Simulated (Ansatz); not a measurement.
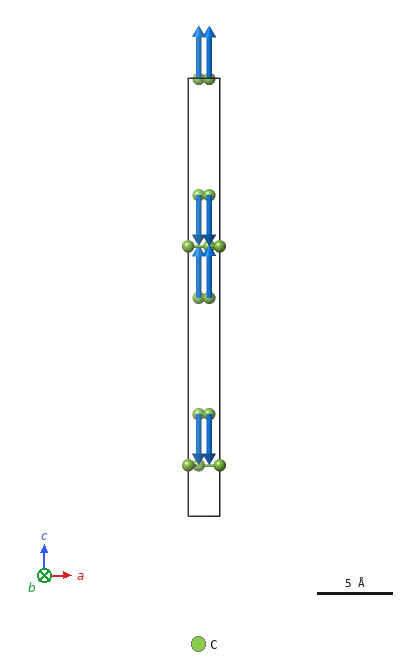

This is a relaxation of solid C (set up in P6_3mc). The starting structure is drawn; blue arrows show the displacements (the part carried along by the change of the cell is left out), magnified 30 times.

The picture is a ball-and-stick view of the cell of the calculation, seen along the b axis.

Theory: DFT LDA, scalar-relativistic, plane waves, PAW (Ansatz).

Input
```yaml
crystal:
  lattice:
    - [2.4562499605, 0.0, 0.0]
    - [-1.2281249803, 2.1271748638, 0.0]
    - [0.0, 0.0, 29.4918787]
  atoms:
    - { symbol: C, position: [0.66666667, 0.33333333, 0.9983718] }
    - { symbol: C, position: [0.66666667, 0.33333333, 0.49837191] }
    - { symbol: C, position: [0.66666667, 0.33333333, 0.73278795] }
    - { symbol: C, position: [0.66666667, 0.33333333, 0.23279033] }
    - { symbol: C, position: [0.0, 0.0, 0.61583799] }
    - { symbol: C, position: [0.33333333, 0.66666667, 0.23278795] }
    - { symbol: C, position: [0.0, 0.0, 0.11583799] }
    - { symbol: C, position: [0.66666667, 0.33333333, 0.61584001] }
    - { symbol: C, position: [0.33333333, 0.66666667, 0.73279033] }
    - { symbol: C, position: [0.33333333, 0.66666667, 0.11584001] }
    - { symbol: C, position: [0.33333333, 0.66666667, 0.4983718] }
    - { symbol: C, position: [0.33333333, 0.66666667, 0.99837191] }
basis:
  ecutwfc: 420
kpoints:
  mp_grid: { grid: [18, 18, 2] }
hamiltonian:
  xc: lda
scf:
  occupations: { method: gaussian, width: 0.1 }
output:
  forces: true
  stress: true
  eigenvalues: true
relax:
  adjacent_minimum: "off"
  f_tol: 0.005
  max_steps: 80
  cell: { stress_tol: 0.05 }
```

Launched with:
```bash
ansatz run input.yaml --threads 4 --pin off --max-ram 12288MiB --backend cpu --events-out ev --progress --plain --runs-dir out
```

**What did the optimiser do to the structure, and how much energy did it gain?**

The largest moves relative to the cell, 0.12 Å, are those of C1, C2, C11 and C12. C12 goes along +c. The volume changes by −1.5 %, with a = b 2.456 → 2.445 Å (−0.5 %), c 29.492 → 29.325 Å (−0.6 %). Some distances before and after: C1–C12 1.418 → 1.412 Å. Within 0.06 Å the space group is P6_3/mmc at the start and P6_3/mmc at the end; at a tighter tolerance small leftover displacements or strains of the cell lower it. After 8 accepted moves (10 points after the start) the energy has fallen by 2.2 meV per atom. Largest force component: 0.021 eV/Å at the start, 0.00016 eV/Å at the end. Pressure: −2.79 GPa at the start and 0.01 GPa at the end. The SCF was repeated twice at an unchanged geometry on a basis and grid sized afresh for the cell, which shifted the energy by 0.5 meV per atom at most. Cost: 70 s on 4 threads of Oxide Virtual Turin-like Processor (Zen 5), with other jobs on the host, peak memory 0.7 GiB.

Limits of the set-up: layers or molecules are held without a dispersion correction, so their spacing is unreliable.
